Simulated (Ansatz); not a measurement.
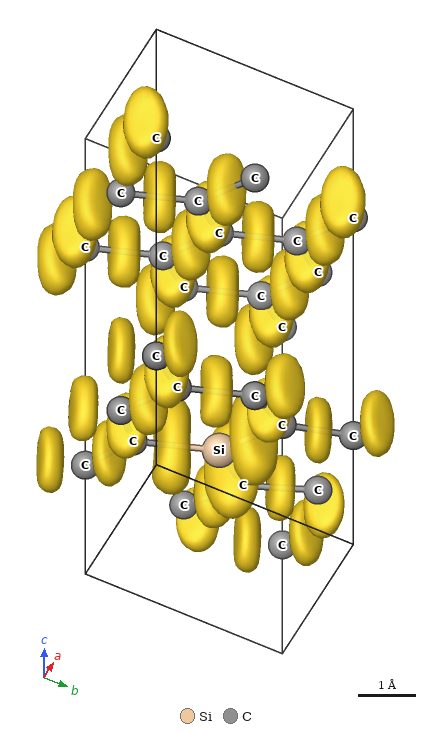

Figure. SiC$_{15}$ (cell with a defect). Isosurface of the electron localisation function at 0.8 (yellow), seen at an oblique angle. Only the valence region is drawn (cores and ρ < 0.01 e/Å³ removed). Sticks mark near contacts.

All numbers below come from Ansatz, DFT PBE, scalar-relativistic, plane waves, PAW.

Core electrons are frozen (PAW), and the valence fields are smoothed inside the atomic spheres.

```cif
data_structure
_symmetry_space_group_name_H-M 'P 1'
_symmetry_Int_Tables_number 1
_cell_length_a 4.9331
_cell_length_b 4.9331
_cell_length_c 8.4654
_cell_angle_alpha 90.000
_cell_angle_beta 90.000
_cell_angle_gamma 120.000
_cell_volume 178.41
loop_
_atom_site_label
_atom_site_type_symbol
_atom_site_fract_x
_atom_site_fract_y
_atom_site_fract_z
_atom_site_occupancy
Si1 Si 0.50000 0.50000 0.25000 1
C1 C 0.50038 0.00019 0.25000 1
C2 C 0.99981 0.49962 0.25000 1
C3 C 0.99981 0.00019 0.25000 1
C4 C 0.50000 0.50000 0.75000 1
C5 C 0.49999 0.00000 0.75000 1
C6 C 0.00000 0.50001 0.75000 1
C7 C 0.00000 0.00000 0.75000 1
C8 C 0.31448 0.12896 0.25000 1
C9 C 0.31448 0.68552 0.25000 1
C10 C 0.83333 0.16667 0.25000 1
C11 C 0.87104 0.68552 0.25000 1
C12 C 0.16661 0.33331 0.75000 1
C13 C 0.16667 0.83333 0.75000 1
C14 C 0.66669 0.33331 0.75000 1
C15 C 0.66669 0.83339 0.75000 1
```

Question: Identify the bonds, lone pairs and shells in this picture.

Answer: At this value the surface marks out 21 regions between bonded C–C atoms and three regions between bonded C–Si atoms, counted in one cell of 16 atoms. Any copies at cell faces, edges or corners count once. Profiles from the grid: C–C (1.35 Å): the ELF peaks at about 0.95 between the atoms. Si–C (1.59 Å): the ELF peaks at about 0.95 between the atoms.
